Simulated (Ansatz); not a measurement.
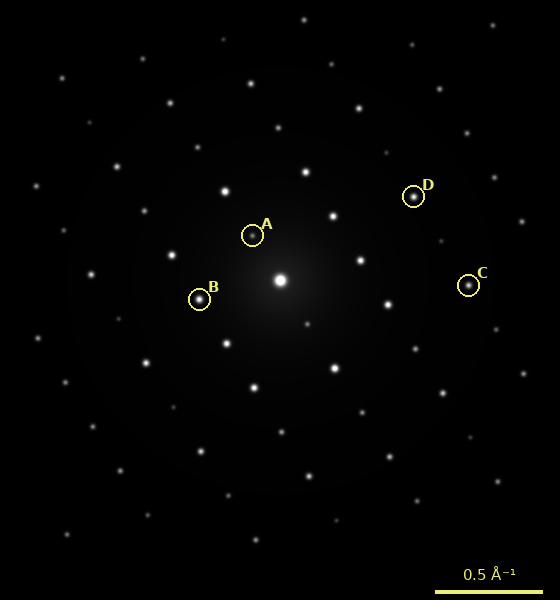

The pattern is a kinematic simulation for 100 kV electrons (no multiple scattering; isotropic B = 0.3 Å²). The zone axis points towards the electron source and the pattern is seen from the source side.

The sample is Rh, space group Cmcm (No. 63), a = 2.71 Å, b = 8.19 Å, c = 2.73 Å. Structure: the end point of a relaxation with DFT, RPBE, plane waves (420 eV) with PAW, scalar-relativistic in Ansatz; the starting structure was generated, so it need not be a known form of this composition.

```tsv
atom	site	symmetry	x	y	z
Rh	4c	m2m	0.0000	0.6352	0.2500
```

Spot A is indexed 0 -2 0 and spot B 1 -1 0.

Question: Give hkl for C, D.

Answer: C = −A − 2B = -2 4 0 (d = 1.129 Å). D = A − 2B = -2 0 0 (d = 1.353 Å).

Question: Give [uvw].

Answer: The cross product of A and B is parallel to [001]; every spot obeys hu + kv + lw = 0.

Question: What are the spacings of A and B and the angle between them?

Answer: d(A) = 4.096 Å, d(B) = 2.569 Å, and the angle is 71.7°.
